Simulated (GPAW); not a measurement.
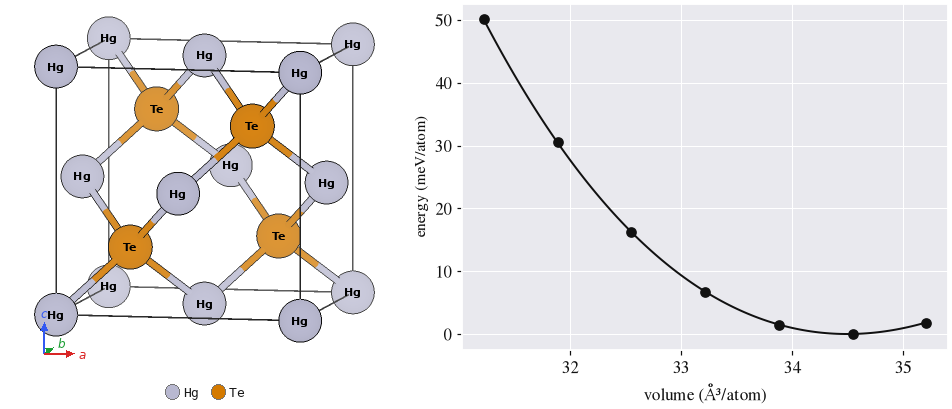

The plot gives the computed energy against volume for HgTe, space group F-43m (No. 216). The conventional cell is drawn beside the plot.

Structure:
```cif
data_structure
_symmetry_space_group_name_H-M 'P 1'
_symmetry_Int_Tables_number 1
_cell_length_a 4.5460
_cell_length_b 4.5460
_cell_length_c 4.5460
_cell_angle_alpha 60.000
_cell_angle_beta 60.000
_cell_angle_gamma 60.000
_cell_volume 66.43
loop_
_atom_site_label
_atom_site_type_symbol
_atom_site_fract_x
_atom_site_fract_y
_atom_site_fract_z
_atom_site_occupancy
Hg1 Hg 0.00000 0.00000 0.00000 1
Te1 Te 0.75000 0.75000 0.75000 1
```

How it was computed, with GPAW 26.7.0: PAW DFT in plane waves, on a grid or in atomic orbitals, no spin polarisation; energies at scaled volumes of the given cell, shape and fractions fixed, counted from the fit's minimum, third-order Birch-Murnaghan fit. Level: PBEsol.

- k mesh: 7×7×7
- occupations: Fermi–Dirac
- smearing width: 0.05 eV
- potentials: PAW data sets made by gpaw setup for the functional
- wave cutoff: 600 eV
- program settings: basis pw

From this curve and the settings, what does the calculation give for the pressure at the same points?

The pressure falls from 5.40 GPa at volume 31.22 Å³/atom to −0.84 GPa at 35.21 Å³/atom, and changes sign near 34.48 Å³/atom.

```csv
volume (Å³/atom),pressure (GPa)
31.22,5.40
31.89,4.03
32.55,2.82
33.22,1.74
33.88,0.78
34.54,-0.08
35.21,-0.84
```

Note: spin-orbit coupling left out, heavy elements.
